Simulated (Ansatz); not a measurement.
# Run report: Ti$_{4}$O$_{3}$, single-point calculation (part 2 of 2)

Ti$_{4}$O$_{3}$ (I4/mmm, 7 atoms in the cell); DFT r2SCAN+U, scalar-relativistic, plane waves, PAW, Ueff = 4 eV on Ti d, spin-polarised (Ansatz 0.2.0); cutoff 500 eV, 6×6×6 k-mesh, Gaussian smearing of 0.1 eV, collinear spins. The structure derives from a Materials Project entry.

Geometry of the input (Å; fractional positions):
```
-2.1345  2.1345  4.1061
2.1345  -2.1345  4.1061
2.1345  2.1345  -4.1061
Ti 0.0000  0.5000  0.5000
Ti 0.2726  0.2726  0.0000
Ti 0.5000  0.0000  0.5000
Ti 0.7274  0.7274  -0.0000
O  0.7500  0.2500  0.5000
O  0.0000  0.0000  0.0000
O  0.2500  0.7500  0.5000
```

## Output, continued
```
SCF iter  43: F=-11718.572040 eV  HF=-11718.571229 eV  |F-HF|=8.10e-4  |Δ(HF+E_count)|=   3.17e-3  Δρ=9.03e-4 (↑6.92e-4 ↓9.03e-4)  dr2=3.27e-4  dr2_τ=2.28e-5  dr2_m=3.73e-4  M=2.827 μB ∫|m|=5.775 μB  β_m=1.20  ethr=5.97e-8  ⟨swp⟩=3.3  Hψ=5210  notcnv=0  defer=155  κ⁻¹=2.3e-4(r=8)
SCF iter  44: F=-11718.571661 eV  HF=-11718.570899 eV  |F-HF|=7.62e-4  |Δ(HF+E_count)|=   3.31e-4  Δρ=9.91e-4 (↑8.02e-4 ↓9.91e-4)  dr2=4.69e-4  dr2_τ=2.90e-5  dr2_m=4.74e-4  M=2.833 μB ∫|m|=5.773 μB  β_m=1.20  ethr=5.97e-8  ⟨swp⟩=2.2  Hψ=4366  notcnv=0  defer=154  κ⁻¹=2.5e-4(r=8)
SCF iter  45: F=-11718.569376 eV  HF=-11718.567715 eV  |F-HF|=1.66e-3  |Δ(HF+E_count)|=   3.18e-3  Δρ=1.38e-3 (↑1.19e-3 ↓1.38e-3)  dr2=7.88e-4  dr2_τ=5.88e-5  dr2_m=1.00e-3  M=2.868 μB ∫|m|=5.774 μB  β_m=1.20  ethr=5.97e-8  ⟨swp⟩=3.2  Hψ=5109  notcnv=0  defer=154  κ⁻¹=1.8e-4(r=8)
SCF iter  46: F=-11718.580294 eV  HF=-11718.579059 eV  |F-HF|=1.24e-3  |Δ(HF+E_count)|=   1.13e-2  Δρ=1.01e-3 (↑9.84e-4 ↓1.01e-3)  dr2=2.67e-4  dr2_τ=3.50e-5  dr2_m=6.38e-4  M=2.599 μB ∫|m|=5.759 μB  β_m=1.20  ethr=5.97e-8  ⟨swp⟩=4.4  Hψ=7124  notcnv=0  defer=154  κ⁻¹=1.2e-4(r=8)
SCF iter  47: F=-11718.592899 eV  HF=-11718.588248 eV  |F-HF|=4.65e-3  |Δ(HF+E_count)|=   9.19e-3  Δρ=1.89e-3 (↑1.71e-3 ↓1.89e-3)  dr2=7.32e-4  dr2_τ=1.13e-4  dr2_m=2.11e-3  M=2.405 μB ∫|m|=5.751 μB  β_m=1.20  ethr=5.97e-8  ⟨swp⟩=3.3  Hψ=5704  notcnv=0  defer=161  κ⁻¹=3.0e-4(r=8)
SCF iter  48: F=-11718.577403 eV  HF=-11718.576491 eV  |F-HF|=9.12e-4  |Δ(HF+E_count)|=   1.18e-2  Δρ=7.76e-4 (↑7.26e-4 ↓7.76e-4)  dr2=6.88e-5  dr2_τ=1.95e-5  dr2_m=3.75e-4  M=2.667 μB ∫|m|=5.768 μB  β_m=1.20  ethr=5.97e-8  ⟨swp⟩=4.0  Hψ=6235  notcnv=0  defer=161  κ⁻¹=4.6e-5(r=8)
SCF iter  49: F=-11718.574347 eV  HF=-11718.573815 eV  |F-HF|=5.31e-4  |Δ(HF+E_count)|=   2.68e-3  Δρ=6.48e-4 (↑5.38e-4 ↓6.48e-4)  dr2=9.94e-5  dr2_τ=1.23e-5  dr2_m=2.28e-4  M=2.762 μB ∫|m|=5.773 μB  β_m=1.20  ethr=5.97e-8  ⟨swp⟩=3.2  Hψ=5388  notcnv=0  defer=151  κ⁻¹=5.5e-5(r=8)
SCF iter  50: F=-11718.573839 eV  HF=-11718.573303 eV  |F-HF|=5.36e-4  |Δ(HF+E_count)|=   5.12e-4  Δρ=6.60e-4 (↑5.43e-4 ↓6.60e-4)  dr2=1.07e-4  dr2_τ=1.26e-5  dr2_m=2.33e-4  M=2.779 μB ∫|m|=5.774 μB  β_m=1.20  ethr=5.97e-8  ⟨swp⟩=2.2  Hψ=4396  notcnv=0  defer=152  κ⁻¹=6.1e-5(r=8)
SCF iter  51: F=-11718.574308 eV  HF=-11718.573773 eV  |F-HF|=5.35e-4  |Δ(HF+E_count)|=   4.70e-4  Δρ=6.38e-4 (↑5.34e-4 ↓6.38e-4)  dr2=7.99e-5  dr2_τ=1.21e-5  dr2_m=2.24e-4  M=2.765 μB ∫|m|=5.773 μB  β_m=1.20  ethr=5.97e-8  ⟨swp⟩=2.3  Hψ=4279  notcnv=0  defer=152  κ⁻¹=2.9e-5(r=8)
SCF iter  52: F=-11718.574239 eV  HF=-11718.573723 eV  |F-HF|=5.16e-4  |Δ(HF+E_count)|=   4.99e-5  Δρ=6.41e-4 (↑5.47e-4 ↓6.41e-4)  dr2=8.89e-5  dr2_τ=1.25e-5  dr2_m=2.29e-4  M=2.767 μB ∫|m|=5.772 μB  β_m=1.20  ethr=5.97e-8  ⟨swp⟩=1.7  Hψ=2437  notcnv=0  defer=152  κ⁻¹=7.5e-6(r=8)
SCF iter  53: F=-11718.573922 eV  HF=-11718.573389 eV  |F-HF|=5.33e-4  |Δ(HF+E_count)|=   3.35e-4  Δρ=6.54e-4 (↑5.45e-4 ↓6.54e-4)  dr2=9.39e-5  dr2_τ=1.27e-5  dr2_m=2.33e-4  M=2.777 μB ∫|m|=5.773 μB  β_m=1.20  ethr=5.97e-8  ⟨swp⟩=2.1  Hψ=3866  notcnv=0  defer=152  κ⁻¹=1.2e-5(r=8)
SCF iter  54: F=-11718.572812 eV  HF=-11718.572147 eV  |F-HF|=6.65e-4  |Δ(HF+E_count)|=   1.24e-3  Δρ=7.48e-4 (↑6.19e-4 ↓7.48e-4)  dr2=1.43e-4  dr2_τ=1.64e-5  dr2_m=3.01e-4  M=2.809 μB ∫|m|=5.775 μB  β_m=1.20  ethr=5.97e-8  ⟨swp⟩=2.7  Hψ=4528  notcnv=0  defer=152  κ⁻¹=6.1e-6(r=8)
SCF iter  55: F=-11718.573879 eV  HF=-11718.573382 eV  |F-HF|=4.97e-4  |Δ(HF+E_count)|=   1.23e-3  Δρ=6.60e-4 (↑5.70e-4 ↓6.60e-4)  dr2=1.22e-4  dr2_τ=1.33e-5  dr2_m=2.42e-4  M=2.779 μB ∫|m|=5.772 μB  β_m=1.20  ethr=5.97e-8  ⟨swp⟩=2.5  Hψ=4510  notcnv=0  defer=152  κ⁻¹=8.0e-6(r=8)
SCF iter  56: F=-11718.573272 eV  HF=-11718.572712 eV  |F-HF|=5.60e-4  |Δ(HF+E_count)|=   6.70e-4  Δρ=6.99e-4 (↑5.94e-4 ↓6.99e-4)  dr2=1.38e-4  dr2_τ=1.47e-5  dr2_m=2.67e-4  M=2.797 μB ∫|m|=5.774 μB  ethr=5.97e-8  ⟨swp⟩=9.7  Hψ=10931  notcnv=0
Mixer restart at iter 56: flushing history
iteration 56: the SCF's residuals had fallen too slowly under its mixing. It goes on by minimising its free energy, and can end on another state than longer mixing would; under `scf.algorithm: density_mixing` no SCF does so, but by `scf.convergence.dm_fallback`
SCF iter  57: F=-11719.925435 eV  HF=-11719.865737 eV  |F-HF|=5.97e-2  |Δ(HF+E_count)|=    1.29e0  Δρ=1.46e-2 (↑4.44e-3 ↓1.46e-2)  dr2=1.03e-1  dr2_τ=3.41e-3  dr2_m=5.81e-2  M=0.344 μB ∫|m|=6.421 μB  ethr=5.97e-8  ⟨swp⟩=9.4  Hψ=22767  notcnv=0
SCF iter  58: F=-11720.164471 eV  HF=-11720.167831 eV  |F-HF|=3.36e-3  |Δ(HF+E_count)|=   3.02e-1  Δρ=2.18e-3 (↑1.38e-3 ↓2.18e-3)  dr2=6.24e-3  dr2_τ=1.19e-4  dr2_m=1.02e-3  M=0.430 μB ∫|m|=6.635 μB  ethr=5.97e-8  ⟨swp⟩=8.2  Hψ=14156  notcnv=0
SCF iter  59: F=-11720.168483 eV  HF=-11720.168760 eV  |F-HF|=2.78e-4  |Δ(HF+E_count)|=   9.29e-4  Δρ=4.49e-4 (↑3.41e-4 ↓4.49e-4)  dr2=3.13e-4  dr2_τ=9.29e-6  dr2_m=1.77e-5  M=0.443 μB ∫|m|=6.649 μB  ethr=5.97e-8  ⟨swp⟩=6.7  Hψ=12212  notcnv=0
SCF iter  60: F=-11720.168740 eV  HF=-11720.168754 eV  |F-HF|=1.44e-5  |Δ(HF+E_count)|=   5.85e-6  Δρ=1.01e-4 (↑1.01e-4 ↓8.74e-5)  dr2=1.72e-5  dr2_τ=4.78e-7  dr2_m=8.76e-7  M=0.453 μB ∫|m|=6.650 μB  ethr=5.97e-8  ⟨swp⟩=4.8  Hψ=9966  notcnv=0
SCF iter  61: F=-11720.168749 eV  HF=-11720.168751 eV  |F-HF|=1.50e-6  |Δ(HF+E_count)|=   3.38e-6  Δρ=2.66e-5 (↑2.66e-5 ↓2.60e-5)  dr2=1.94e-6  dr2_τ=3.17e-8  dr2_m=1.08e-7  M=0.452 μB ∫|m|=6.650 μB  ethr=2.61e-8  ⟨swp⟩=3.3  Hψ=7536  notcnv=0
SCF iter  62: F=-11720.168750 eV  HF=-11720.168751 eV  |F-HF|=1.15e-7  |Δ(HF+E_count)|=   3.90e-7  Δρ=1.03e-5 (↑7.66e-6 ↓1.03e-5)  dr2=1.65e-7  dr2_τ=3.27e-9  dr2_m=1.58e-8  M=0.452 μB ∫|m|=6.650 μB  ethr=2.94e-9  ⟨swp⟩=2.3  Hψ=7217  notcnv=0
SCF iter  63: F=-11720.168750 eV  HF=-11720.168750 eV  |F-HF|=3.06e-9  |Δ(HF+E_count)|=   2.36e-8  Δρ=1.35e-6 (↑9.33e-7 ↓1.35e-6)  dr2=4.06e-9  dr2_τ=6.66e-11  dr2_m=2.60e-10  M=0.452 μB ∫|m|=6.651 μB  ethr=1.52e-10  ⟨swp⟩=3.2  Hψ=8686  notcnv=0
SCF iter  64: F=-11720.168750 eV  HF=-11720.168750 eV  |F-HF|=3.06e-9  |Δ(HF+E_count)|=  3.64e-12  Δρ=1.35e-6 (↑9.34e-7 ↓1.35e-6)  dr2=4.06e-9  dr2_τ=6.67e-11  dr2_m=2.60e-10  M=0.452 μB ∫|m|=6.651 μB  ethr=6.15e-12  ⟨swp⟩=1.6  Hψ=7773  notcnv=0
SCF 1 converged in 64 iterations: F = -11720.168750 eV  dr2 = 4.06e-9
  greatest PAW one-centre occupation: 1.006 electrons in one spin orbital (limit 2), on the Ti atom at site 3 (counted from 0), in its partial waves of l = 1
```

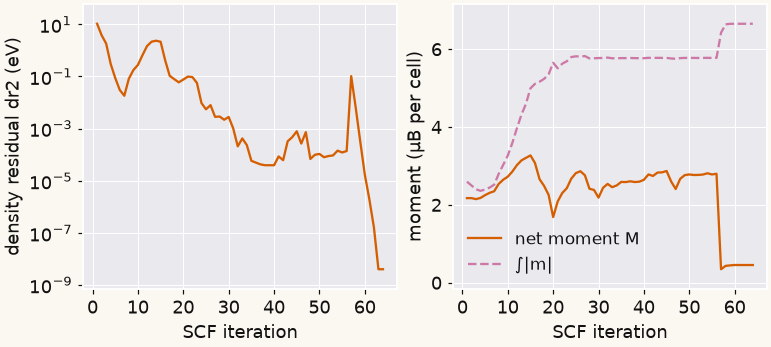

*Convergence of the self-consistent field: density residual dr2 and magnetic moment against the SCF iteration.*

The residual falls unevenly and jumps up by a factor of two or more 9 times on the way down. The net moment goes from 2.2 to 0.5 μB per cell, with excursions between 0.3 and 3.3 on the way.

```
SCF converged after 64 iterations
Magnetization: 0.4522 μB (33.2261 up, 32.7739 down)
Absolute magnetization: 6.6307 μB (∫|ρ↑−ρ↓|, with the PAW one-centre terms)
Spin contamination: 3.1442 ħ² per cell (⟨S²⟩ above its minimum at these occupations)
Per-site moments (μB) at R_I (Å): [(-1.071372147129215, 0.846879647625), (1.2846921060442265, 0.8837944735152816), (-1.071372147129215, 0.846879647625), (1.2846921060442265, 0.8837944735152816), (-0.007785243368106787, 0.846879647625), (0.015582106952003419, 0.8804756730000001), (-0.007785243368106675, 0.846879647625)]
Free energy (F): -11720.168750 eV
Harris-Foulkes:  -11720.168750 eV  (|F-HF|=3.06e-9)
Internal energy: -11720.165429 eV  (E = F + TS)
E sigma→0 (E₀):  -11720.167090 eV
Entropy (-TS):   -0.003322 eV (-0.475 meV/atom)
Fermi energy:    16.546497 eV
--- Per-component energies (eV) ---
  E_band       = -485.250552
  E_kinetic    = 1651.072949
  E_local      = -3627.440705  (includes V_loc(G=0)·N_el)
  E_nonlocal   = 189.816169
  E_hartree    = 1479.605705
  E_xc         = -601.181999
  E_vxc        = -860.178627  (∫ρ·V_xc dr)
  E_hubbard    = 8.131776  (on-site DFT+U / exact-exchange correction)
  E_vhub       = -5.898893  (the Hubbard potential's part of the band-sum identity)
  E_paw        = -4720.133784  (= ΣΔE_a)
  E_vpaw       = -848.771462  (= ΣTr[D̂ρ^β])
  E_aug_tail   = 0.003475  (compensation charges beyond the density's cutoff)
  E_vtau       = 56.936521  (kinetic-family band-sum trace: ∫τ·v_τ [+ j·A + Jᵃ·Aᵃ] dr)
  E_ewald      = -6098.929365
  E_core_change = -1.109651  (= ΣΔE_core)
  E_smearing   = -0.003322  (= −TS)
  E_closure    = -0.000000  (closes the sum)
  Σ components = -11720.168750   (vs F -11720.168750, Δ=0.00e0)
--- Forces (eV/Å), atoms counted from 1 ---
  atom   1  Ti     0.00000000     0.00000000     0.00000000
  atom   2  Ti     0.00000000    -0.00000000    -0.16949106
  atom   3  Ti     0.00000000     0.00000000     0.00000000
  atom   4  Ti     0.00000000     0.00000000     0.16949106
  atom   5  O      0.00000000     0.00000000     0.00000000
  atom   6  O     -0.00000000     0.00000000     0.00000000
  atom   7  O      0.00000000    -0.00000000     0.00000000
  max |Σ_I F_I| component: 1.73e-18 eV/Å
--- Stress (GPa, compression-positive) ---
       26.576169       0.000000       0.000000
        0.000000      26.576169      -0.000000
       -0.000000       0.000000      37.025513
  P = ⅓ Tr σ = 30.0593 GPa (300.593 kbar)
--- Band table (eV; the first three rows and the last of 60) ---
  k-point 0 ↑: bands = ["-43.3609", "-43.3012", "-41.7565", "-41.7038", "-18.9605", "-18.9605", "-18.7404", "-18.7404", "-18.6288", "-18.5234", "-17.5271", "-17.5271", "-17.4516", "-17.3534", "-16.2157", "-16.2157", "-6.2961", "-5.2931", "-4.9617", "8.9606", "9.0440", "9.0488", "9.0488", "9.8343", "9.8343", "10.9282", "10.9282", "11.0745", "13.3565", "13.9882", "13.9882", "14.5745", "14.5745", "15.3534", "19.0449", "19.4986", "19.7377", "19.7377", "19.9076", "20.0129", "20.0916", "20.5750"]
  k-point 1 ↑: bands = ["-43.3537", "-43.3030", "-41.7517", "-41.7168", "-19.0148", "-18.8953", "-18.8302", "-18.7263", "-18.6003", "-18.5445", "-17.5769", "-17.4757", "-17.4324", "-17.3656", "-16.2554", "-16.1834", "-6.0975", "-5.2292", "-4.8530", "8.3997", "8.5445", "9.0707", "9.1028", "9.5308", "9.9880", "10.1406", "10.5314", "10.9681", "13.6850", "14.1695", "14.2306", "14.6487", "14.6617", "16.1946", "19.5872", "19.6136", "19.7379", "19.8472", "20.0709", "20.2695", "20.4328", "20.5557"]
  k-point 2 ↑: bands = ["-43.3354", "-43.3048", "-41.7378", "-41.7365", "-19.1233", "-19.0031", "-18.7625", "-18.6981", "-18.5929", "-18.5451", "-17.6830", "-17.3990", "-17.3905", "-17.3789", "-16.3254", "-16.1155", "-5.6815", "-5.1139", "-4.6442", "7.6949", "7.7551", "8.4289", "9.1123", "9.2385", "9.5267", "9.7437", "9.9511", "10.5535", "14.0620", "14.5684", "14.8098", "14.9451", "15.2705", "17.8226", "18.9406", "19.2780", "19.8175", "19.9312", "20.1472", "20.3449", "20.9308", "21.3825"]
  k-point 29 ↓: bands = ["-43.3100", "-43.2410", "-41.6151", "-41.5515", "-18.8621", "-18.8378", "-18.8378", "-18.7216", "-18.4225", "-18.4225", "-17.4122", "-17.4122", "-17.2035", "-17.2035", "-16.1825", "-16.0902", "-5.7592", "-5.7326", "-5.0379", "8.2942", "8.9659", "8.9659", "10.1103", "10.2188", "10.2188", "10.5483", "11.0600", "11.0600", "13.0096", "13.7356", "13.7454", "13.7454", "17.2650", "17.3110", "18.6866", "18.6866", "19.6706", "20.0478", "20.4183", "20.5121", "20.5560", "20.5560"]
Occupation matrices written to [file]
--- Löwdin populations: 7 sites ---
  site symbol       q [e]    m [muB]
     0     Ti     11.2866    -1.6392
     1     Ti     11.2297     1.8640
     2     Ti     11.2866    -1.6392
     3     Ti     11.2297     1.8640
     4      O      6.8467    -0.0129
     5      O      6.8921     0.0275
     6      O      6.8467    -0.0129
  spilling = 0.005789 (of n_electrons = 66.000000)
```

## File populations.tsv
```
# site	symbol	l	j	q_up	q_dn
# orbitals = lowdin
# n_electrons = 66.000000
# spilling = 0.005789
# projection_atom_Ti: [Ne] 3s2 3p6 3d2 4s2
# projection_atom_O: [He] 2s2 2p4
0	Ti	0_3S	-	0.959757	0.957354
0	Ti	0_4S	-	0.288994	0.307675
0	Ti	1_3P	-	2.994343	2.992623
0	Ti	2_3D	-	0.580580	2.205239
1	Ti	0_3S	-	0.958413	0.961125
1	Ti	0_4S	-	0.285716	0.259184
1	Ti	1_3P	-	2.992133	2.994104
1	Ti	2_3D	-	2.310589	0.468435
2	Ti	0_3S	-	0.959757	0.957354
2	Ti	0_4S	-	0.288994	0.307675
2	Ti	1_3P	-	2.994343	2.992623
2	Ti	2_3D	-	0.580580	2.205239
3	Ti	0_3S	-	0.958413	0.961125
3	Ti	0_4S	-	0.285716	0.259184
3	Ti	1_3P	-	2.992133	2.994104
3	Ti	2_3D	-	2.310589	0.468435
4	O	0_2S	-	0.861230	0.861921
4	O	1_2P	-	2.555680	2.567846
5	O	0_2S	-	0.875020	0.871812
5	O	1_2P	-	2.584741	2.560492
6	O	0_2S	-	0.861230	0.861921
6	O	1_2P	-	2.555680	2.567846
```

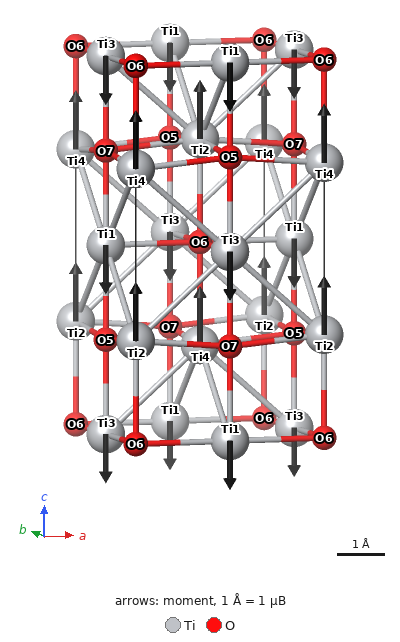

*Magnetic moments of the sites as black arrows (ball-and-stick view of the cell 2 times as large as that of the calculation, set on its symmetry axes, seen slightly off an axis; atoms are numbered from 1 in the order of the input); small moments hardly show. The run is collinear, so the axis drawn is arbitrary.*

Site moments: Ti2, Ti4 (1.28 μB); Ti1, Ti3 (−1.07 μB). They are counted near the atoms and needn't add up to the moment of the cell.

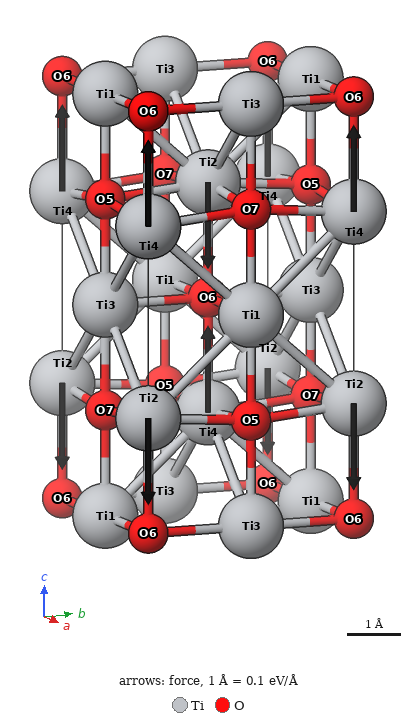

*Forces on the atoms as black arrows (ball-and-stick view of the cell 2 times as large as that of the calculation, set on its symmetry axes, seen slightly off an axis; atoms are numbered from 1 in the order of the input).*

The largest act on Ti2, Ti4 (0.17 eV/Å). The geometry is not a stationary point of this energy.

## Key numbers

```json
{"quantity": "outcome", "value": "converged"}
{"quantity": "space group (tolerance 0.01 Å)", "value": "I4/mmm (139)"}
{"quantity": "electrons treated", "value": "66"}
{"quantity": "free energy", "value": "−11720.1688 eV"}
{"quantity": "Fermi energy", "value": "16.546 eV"}
{"quantity": "gap on the k-point mesh", "value": "none (metallic)"}
{"quantity": "net moment of the cell", "value": "0.45 μB"}
{"quantity": "integrated absolute moment", "value": "6.63 μB"}
{"quantity": "pressure", "value": "30.06 GPa"}
{"quantity": "largest force (length of the vector)", "value": "0.169 eV/Å"}
{"quantity": "hardware", "value": "2 threads of Intel Xeon (Sapphire Rapids), 32 GiB of memory available, shared host"}
{"quantity": "wall time", "value": "2.1 min (CPU time 4 min)"}
{"quantity": "peak memory", "value": "1.1 GiB"}
```

## Notes

The electronic state found may not be the lowest one. The cell is under a pressure of 30 GPa at this level, so it is not at its equilibrium volume.
